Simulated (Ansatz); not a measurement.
**Ga$_{2}$O$_{3}$: single-point calculation (part 1 of 2)**

The run: single-point calculation of Ga$_{2}$O$_{3}$ (40 atoms in the cell). Method and program: DFT PBEsol, scalar-relativistic, plane waves, PAW, no spin polarisation (Ansatz 0.2.0).

The structure derives from a Materials Project entry. It belongs to a series of runs on one base structure; here: the perfect crystal in a cell of 40 atoms.

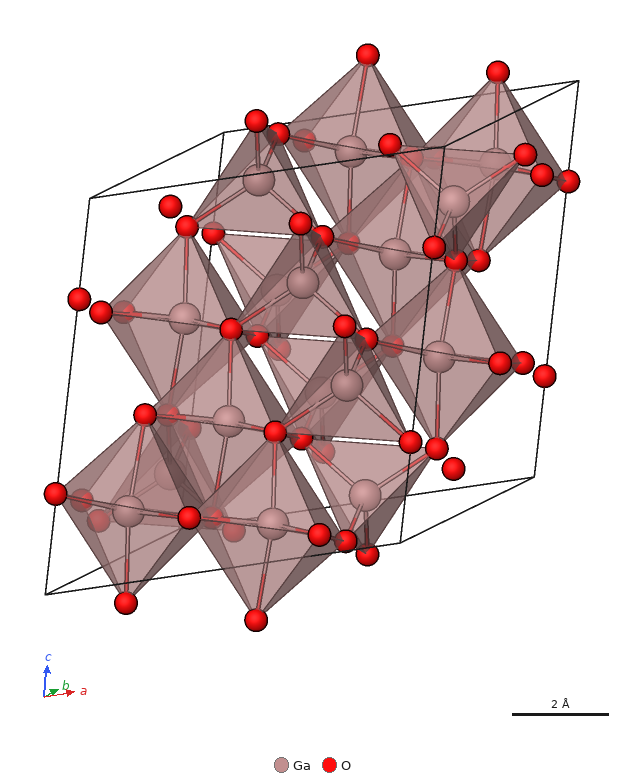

Fig. 1: The structure as given in the input (polyhedral view of the cell of the calculation, seen slightly off an axis; polyhedra are completed across the faces of the cell).

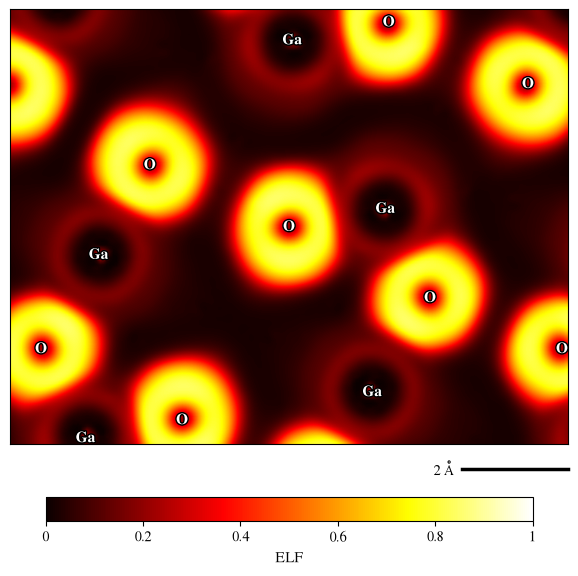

Fig. 2: Electron localisation function on the (111) plane of the calculation cell. The plane passes through Ga and O nuclei. Ga–O (1.84 Å): the ELF is about 0.40 at the midpoint. Ga–O (1.95 Å): the ELF is about 0.35 at the midpoint. Ga–O (2.08 Å): the ELF is about 0.30 at the midpoint. In a PAW calculation such maps are meaningful between the atoms, not at the nuclei.

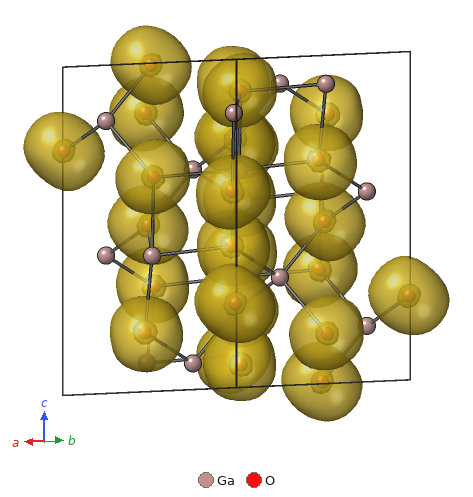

Fig. 3: Isosurface of the ELF at 0.6 (yellow), seen along [110]. Core shells and regions of very low density are left out. Sticks mark near contacts. The outline is the calculation cell. Values along the shortest contacts: Ga–O (1.84 Å): the ELF is about 0.40 at the midpoint. Ga–O (1.94 Å): the ELF is about 0.30 at the midpoint.

The input and output of the run follow.

Input:
```yaml
crystal:
  lattice:
    - [4.7582681833, -1.5236549002, 5.6478150075]
    - [6.1387112737, 4.5709647005, 0.0036338569]
    - [-1.3804430904, 6.0946196007, 5.6441811507]
  atoms:
    - { symbol: Ga, position: [0.8486624075, 0.8338738849, 0.8367601882] }
    - { symbol: Ga, position: [0.0986624075, 0.5838738849, 0.5867601882] }
    - { symbol: Ga, position: [0.5986624075, 0.0838738849, 0.0867601882] }
    - { symbol: Ga, position: [0.3486624075, 0.3338738849, 0.3367601882] }
    - { symbol: Ga, position: [0.9013375925, 0.4161261151, 0.4132398118] }
    - { symbol: Ga, position: [0.1513375925, 0.1661261151, 0.1632398118] }
    - { symbol: Ga, position: [0.6513375925, 0.6661261151, 0.6632398118] }
    - { symbol: Ga, position: [0.4013375925, 0.9161261151, 0.9132398118] }
    - { symbol: Ga, position: [0.034411452, 0.7845488453, 0.170191229] }
    - { symbol: Ga, position: [0.284411452, 0.5345488453, 0.920191229] }
    - { symbol: Ga, position: [0.784411452, 0.0345488453, 0.420191229] }
    - { symbol: Ga, position: [0.534411452, 0.2845488453, 0.670191229] }
    - { symbol: Ga, position: [0.715588548, 0.4654511547, 0.079808771] }
    - { symbol: Ga, position: [0.965588548, 0.2154511547, 0.829808771] }
    - { symbol: Ga, position: [0.465588548, 0.7154511547, 0.329808771] }
    - { symbol: Ga, position: [0.215588548, 0.9654511547, 0.579808771] }
    - { symbol: O, position: [0.9998595162, 0.0076735427, 0.744209722] }
    - { symbol: O, position: [0.2498595162, 0.7576735427, 0.494209722] }
    - { symbol: O, position: [0.7498595162, 0.2576735427, 0.994209722] }
    - { symbol: O, position: [0.4998595162, 0.5076735427, 0.244209722] }
    - { symbol: O, position: [0.7501404838, 0.2423264573, 0.505790278] }
    - { symbol: O, position: [0.0001404838, 0.9923264573, 0.255790278] }
    - { symbol: O, position: [0.5001404838, 0.4923264573, 0.755790278] }
    - { symbol: O, position: [0.2501404838, 0.7423264573, 0.005790278] }
    - { symbol: O, position: [0.0887022301, 0.5648587397, 0.3485315027] }
    - { symbol: O, position: [0.3387022301, 0.3148587397, 0.0985315027] }
    - { symbol: O, position: [0.8387022301, 0.8148587397, 0.5985315027] }
    - { symbol: O, position: [0.5887022301, 0.0648587397, 0.8485315027] }
    - { symbol: O, position: [0.6612977699, 0.6851412603, 0.9014684973] }
    - { symbol: O, position: [0.9112977699, 0.4351412603, 0.6514684973] }
    - { symbol: O, position: [0.4112977699, 0.9351412603, 0.1514684973] }
    - { symbol: O, position: [0.1612977699, 0.1851412603, 0.4014684973] }
    - { symbol: O, position: [0.4287532043, 0.9018002011, 0.6808381502] }
    - { symbol: O, position: [0.6787532043, 0.6518002011, 0.4308381502] }
    - { symbol: O, position: [0.1787532043, 0.1518002011, 0.9308381502] }
    - { symbol: O, position: [0.9287532043, 0.4018002011, 0.1808381502] }
    - { symbol: O, position: [0.3212467957, 0.3481997989, 0.5691618498] }
    - { symbol: O, position: [0.5712467957, 0.0981997989, 0.3191618498] }
    - { symbol: O, position: [0.0712467957, 0.5981997989, 0.8191618498] }
    - { symbol: O, position: [0.8212467957, 0.8481997989, 0.0691618498] }
basis:
  ecutwfc: 420
  xc_grid: 2
kpoints:
  mp_grid: { grid: [2, 2, 2], shift: [0.5, 0.5, 0.5] }
hamiltonian:
  xc: pbesol
scf:
  occupations: { method: gaussian, width: 0.01 }
output:
  forces: true
  stress: true
  eigenvalues: true
  write_density: true
  write_potential: true
  elf: true
  volumetric_format: npy
```

Launched with:
```bash
ansatz run input.yaml --threads 4 --pin off --max-ram 8192MiB --backend cpu --events-out ev --progress --plain --runs-dir out
```

What the program printed:
```
Engine: ansatz 0.2.0, x86_64-unknown-linux-gnu
Pseudopotentials: kind: paw
Pseudopotential: Ga, paw, valence charge 13, recommended cutoff 420 eV (normal), Ga.paw.azcp
Pseudopotential: O, paw, valence charge 6, recommended cutoff 420 eV (normal), O.paw.azcp
Functional definition: PBEsol
  exchange = pbesol_x
  correlation = pbesol_c
Crystal: 40 atoms, lattice volume = 422.394 Å³
Basis set: ecut = 420 eV, 8239 PW (Γ), exchange–correlation on 108×108×120 points (8 copies of the dense FFT grid, shifted against one another)
Bands: 216, of which v1, the nominal top of the filled ones, is band 176 counted from 1 (175 counted from 0)
Symmetry: 8 space group operations
Space group: C2/m (ITA 12), of the structure as read, at distance tolerance 7.5e-5 Å
k-points: 4 of 8
Non-local potential: Ga, projectors of the file, l = 0: 2, l = 1: 2, l = 2: 3, l = 3: 1
Non-local potential: O, projectors of the file, l = 0: 2, l = 1: 2, l = 2: 1
PAW form: soft (Blöchl's): semilocal exchange-correlation on the pseudo side does not see the compensation charge
PAW frozen core: Ga, regenerated for the run's functional, and the local potential with it (the file was generated under x = pbe(κ = 0.804, μ = 0.2195149727645171), c = pbe(β = 0.06672455060314922))
PAW frozen core: O, regenerated for the run's functional, and the local potential with it (the file was generated under x = pbe(κ = 0.804, μ = 0.2195149727645171), c = pbe(β = 0.06672455060314922))
PAW one-centre angular grid: Ga, 590 points (default); XC on 64 Gauss nodes
PAW one-centre angular grid: O, 110 points (default); XC on 64 Gauss nodes
Initial density: superposition of atomic densities (neutral atoms: chi_scale 0, normalization atom), corrected by the library's trained network
Initial wavefunctions: pseudopotential atomic-orbital guess
Functional: x = pbesol(κ = 0.804, μ = 0.12345679012345678), c = pbesol(β = 0.046)
SCF iter   1: F=—  HF=-73367.577039 eV  |F-HF|=—  |Δ(HF+E_count)|=         —  Δρ=1.64e-2  dr2=8.78e-1  ethr=1.77e-3  ⟨swp⟩=6.0  Hψ=3224  notcnv=0  defer=1
preconditioner: auto → Resta (q_TF=auto, 2.647 Å⁻¹)  ε∞=4.7  [insulator: Δε(μ)=3.064 eV  Ē_g=17.555 eV  σ=0.010 eV  W_gap=1.00  n_scr=130 (ndim 8)  ℏωp=33.9 eV  f_vac=0.015  D(μ)=0.00/eV (n_scr^D=0)  ε∞_Penn≈4.7]
SCF iter   2: F=—  HF=-73367.321421 eV  |F-HF|=—  |Δ(HF+E_count)|=   2.56e-1  Δρ=2.13e-3  dr2=1.07e-2  ethr=2.49e-4  ⟨swp⟩=2.0  Hψ=1264  notcnv=0  defer=133
SCF iter   3: F=—  HF=-73367.321861 eV  |F-HF|=—  |Δ(HF+E_count)|=   4.40e-4  Δρ=1.12e-3  dr2=3.48e-3  ethr=3.05e-6  ⟨swp⟩=2.0  Hψ=1335  notcnv=0  defer=133
SCF iter   4: F=—  HF=-73367.322631 eV  |F-HF|=—  |Δ(HF+E_count)|=   7.69e-4  Δρ=4.43e-4  dr2=6.56e-4  ethr=9.90e-7  ⟨swp⟩=2.0  Hψ=1340  notcnv=0  defer=133
SCF iter   5: F=—  HF=-73367.322401 eV  |F-HF|=—  |Δ(HF+E_count)|=   2.30e-4  Δρ=1.12e-4  dr2=4.79e-5  ethr=1.86e-7  ⟨swp⟩=2.0  Hψ=1339  notcnv=0  defer=133
SCF iter   6: F=—  HF=-73367.322877 eV  |F-HF|=—  |Δ(HF+E_count)|=   4.77e-4  Δρ=2.77e-5  dr2=2.39e-6  ethr=1.36e-8  ⟨swp⟩=2.0  Hψ=1435  notcnv=0  defer=133
SCF iter   7: F=—  HF=-73367.322877 eV  |F-HF|=—  |Δ(HF+E_count)|=   6.95e-8  Δρ=1.39e-5  dr2=6.63e-7  ethr=6.79e-10  ⟨swp⟩=2.0  Hψ=1419  notcnv=0  defer=133
SCF iter   8: F=-73367.322877 eV  HF=-73367.322877 eV  |F-HF|=4.51e-9  |Δ(HF+E_count)|=   8.22e-8  Δρ=3.50e-6  dr2=4.21e-8  ethr=2.84e-11  ⟨swp⟩=11.5  Hψ=6728  notcnv=0
SCF 1 converged in 8 iterations: F = -73367.322877 eV  dr2 = 4.21e-8
  greatest PAW one-centre occupation: 0.998 electrons in one spin orbital (limit 2), on the Ga atom at site 7 (counted from 0), in its partial waves of l = 2
SCF converged after 8 iterations
Free energy (F): -73367.322877 eV
Harris-Foulkes:  -73367.322877 eV  (|F-HF|=4.51e-9)
Internal energy: -73367.322877 eV  (E = F + TS)
E sigma→0 (E₀):  -73367.322877 eV
Fermi energy:    9.479989 eV
--- Per-component energies (eV) ---
  E_band       = -458.639269
  E_kinetic    = 6061.633353
  E_local      = -36477.074490  (includes V_loc(G=0)·N_el)
  E_nonlocal   = 8106.088347
  E_hartree    = 16339.981030
  E_xc         = -2818.169676
  E_vxc        = -3145.520446  (∫ρ·V_xc dr)
  E_paw        = -34995.882810  (= ΣΔE_a)
  E_vpaw       = -7683.790470  (= ΣTr[D̂ρ^β])
  E_aug_tail   = 0.056945  (compensation charges beyond the density's cutoff)
  E_ewald      = -29598.610130
  E_core_change = 14.654555  (= ΣΔE_core)
  E_smearing   = -0.000000  (= −TS)
  E_closure    = -0.000000  (closes the sum)
  Σ components = -73367.322877   (vs F -73367.322877, Δ=0.00e0)
--- Forces (eV/Å), atoms counted from 1 ---
  atom   1  Ga    -0.00203688     0.00004105     0.00432513
  atom   2  Ga    -0.00203688     0.00004105     0.00432513
  atom   3  Ga    -0.00203688     0.00004105     0.00432513
  atom   4  Ga    -0.00203688     0.00004105     0.00432513
  atom   5  Ga     0.00203688    -0.00004105    -0.00432513
  atom   6  Ga     0.00203688    -0.00004105    -0.00432513
  atom   7  Ga     0.00203688    -0.00004105    -0.00432513
  atom   8  Ga     0.00203688    -0.00004105    -0.00432513
  atom   9  Ga     0.00140812    -0.00029428     0.00304524
  atom  10  Ga     0.00140812    -0.00029428     0.00304524
  atom  11  Ga     0.00140812    -0.00029428     0.00304524
  atom  12  Ga     0.00140812    -0.00029428     0.00304524
  atom  13  Ga    -0.00140812     0.00029428    -0.00304524
  atom  14  Ga    -0.00140812     0.00029428    -0.00304524
  atom  15  Ga    -0.00140812     0.00029428    -0.00304524
  atom  16  Ga    -0.00140812     0.00029428    -0.00304524
  atom  17  O     -0.00119276    -0.00043946    -0.00012680
  atom  18  O     -0.00119276    -0.00043946    -0.00012680
  atom  19  O     -0.00119276    -0.00043946    -0.00012680
  atom  20  O     -0.00119276    -0.00043946    -0.00012680
  atom  21  O      0.00119276     0.00043946     0.00012680
  atom  22  O      0.00119276     0.00043946     0.00012680
  atom  23  O      0.00119276     0.00043946     0.00012680
  atom  24  O      0.00119276     0.00043946     0.00012680
  atom  25  O     -0.00133090    -0.00080618    -0.00164951
  atom  26  O     -0.00133090    -0.00080618    -0.00164951
  atom  27  O     -0.00133090    -0.00080618    -0.00164951
  atom  28  O     -0.00133090    -0.00080618    -0.00164951
  atom  29  O      0.00133090     0.00080618     0.00164951
  atom  30  O      0.00133090     0.00080618     0.00164951
  atom  31  O      0.00133090     0.00080618     0.00164951
  atom  32  O      0.00133090     0.00080618     0.00164951
  atom  33  O      0.00008671     0.00002384     0.00386985
  atom  34  O      0.00008671     0.00002384     0.00386985
  atom  35  O      0.00008671     0.00002384     0.00386985
  atom  36  O      0.00008671     0.00002384     0.00386985
  atom  37  O     -0.00008671    -0.00002384    -0.00386985
  atom  38  O     -0.00008671    -0.00002384    -0.00386985
  atom  39  O     -0.00008671    -0.00002384    -0.00386985
  atom  40  O     -0.00008671    -0.00002384    -0.00386985
  max |Σ_I F_I| component: 3.04e-18 eV/Å
--- Stress (GPa, compression-positive) ---
       -0.002430      -0.009699      -0.022832
       -0.009699      -0.002835       0.001492
       -0.022833       0.001492       0.011475
  P = ⅓ Tr σ = 0.0021 GPa (0.021 kbar)
--- Band table (eV) ---
```
